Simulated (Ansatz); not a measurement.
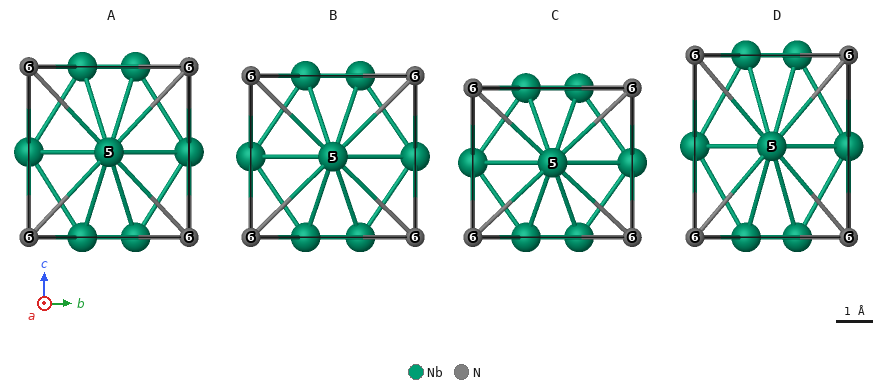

4 geometries from one relaxation of crystalline Nb5N (a generated structure, set up in P6/mmm) (coarse preliminary run), in shuffled order. The picture is a ball-and-stick view of the cell of the calculation, seen along the a axis.

Computed with Ansatz, DFT PBE, scalar-relativistic, plane waves, PAW. (plane-wave cutoff 420 eV; k-point mesh 6 × 6 × 4; occupations gaussian; smearing width 0.1 eV; no spin polarisation; cell and atoms relaxed; force threshold 0.04 eV/Å; at most 70 steps)

> Put them in the order of the run, from the start to the converged end.

C, B, A, D. They are steps 0, 2, 4, 12, at +1.555 eV per cell of the calculation, +0.275 eV per cell of the calculation, +0.165 eV per cell of the calculation relative to the last. The energy falls by 1.555 eV per cell of the calculation in 9 accepted moves (12 points after the start). All forces vanish by symmetry, so only the cell relaxes. The pressure goes from 24.37 to −0.02 GPa. The line search rejected the trial step at point 6 of the run. The SCF was repeated twice at an unchanged geometry on a basis and grid sized afresh for the cell, which shifted the energy by 68.6 meV per cell of the calculation at most. No atom moves by more than 0.005 Å relative to the cell. The volume changes by +13.5 %, with a = b 5.235 → 5.049 Å (−3.5 %), c 4.253 → 5.188 Å (+22.0 %). Near-neighbour distances that change, for instance: Nb–Nb 2.609 → 2.975 Å, N–Nb 3.373 → 3.620 Å, N–Nb 3.023 → 2.915 Å, Nb–Nb 3.023 → 2.915 Å. Bond angles that change, for instance: Nb–Nb–Nb 109.2° → 121.3°, Nb–Nb–Nb 146.3° → 151.6°. The space group stays P6/mmm (No. 191). Cost: 74 s on 1 thread of Arm Neoverse V1, on a shared host, peak memory 0.4 GiB.
